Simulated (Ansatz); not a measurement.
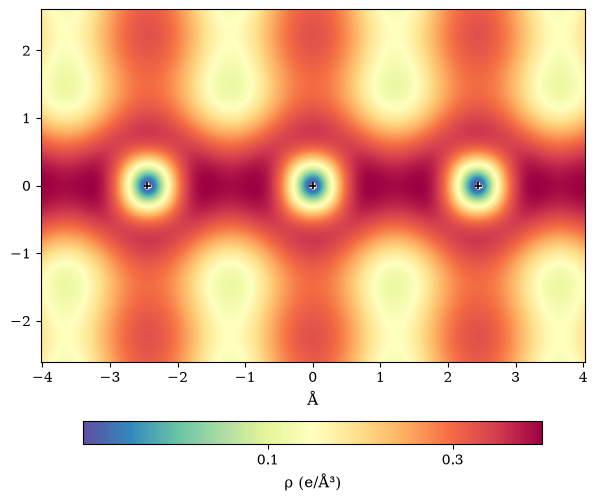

The valence pseudo-density on a plane through atoms (crosses mark nuclei in the plane).

These are results of Kohn-Sham DFT of a periodic cell, r2SCAN, Ansatz PAW in Ansatz 0.2.0, not measurements.

Candidates:
A. MgI$_{2}$, a = 4.14 Å, b = 4.14 Å, c = 6.88 Å, α = 90.00°, β = 90.00°, γ = 120.00°. Space group P-3m1.
B. Si, a = 2.60 Å, b = 2.60 Å, c = 2.45 Å, α = 90.00°, β = 90.00°, γ = 120.00°. Space group P6/mmm; a structure from a database of computed crystals, not necessarily the ambient phase; computed pressure about 5 GPa in this cell.

Which candidate gave the map?

Candidate B: Si on the (110) plane of the conventional cell, which holds Si. Si–Si (2.45 Å): ρ is about 0.49 e/Å³ halfway.
